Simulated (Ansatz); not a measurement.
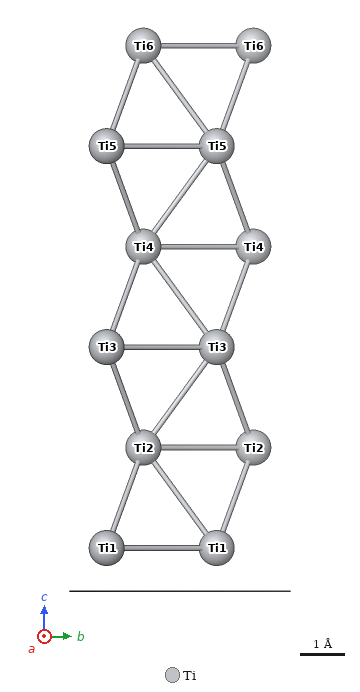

The starting point is a (0 0 1) slab of Ti as cut from the relaxed bulk. The picture is a ball-and-stick view of the 2 × 2 repeat of the cell, outlined in the plane, without the vacuum, seen along the a axis.

These are results of Ansatz, DFT PBE, scalar-relativistic, plane waves, PAW, not measurements. Set-up: plane-wave cutoff 420 eV; occupations gaussian; smearing width 0.1 eV; no spin polarisation. The k-mesh is chosen for each cell (12×12×8, 12×12×1).

The variant: The atoms of the slab are relaxed at the bulk's in-plane cell.

**What is the effect?**

The surface energy (mean of the two faces) falls from 2.10 to 1.98 J/m². The top spacing, between the Ti and Ti planes, goes from 2.32 to 2.16 Å (−7.1 %), the bottom one (Ti to Ti) from 2.32 to 2.16 Å (−7.1 %). The work function of the top face goes from 4.46 to 4.40 eV. The cell stays as it was. The largest moves relative to the layer's centre, 0.12 Å, are those of Ti1 and Ti6. Ti1 goes along the normal (+c). Among the bonded contacts that change: Ti–Ti 2.878 → 2.747 to 2.932 Å.

The changed structure in the same view:

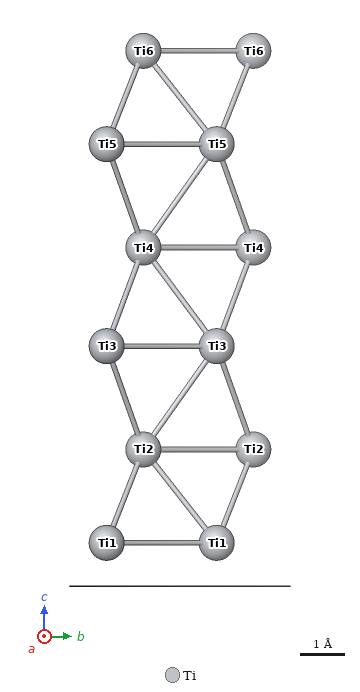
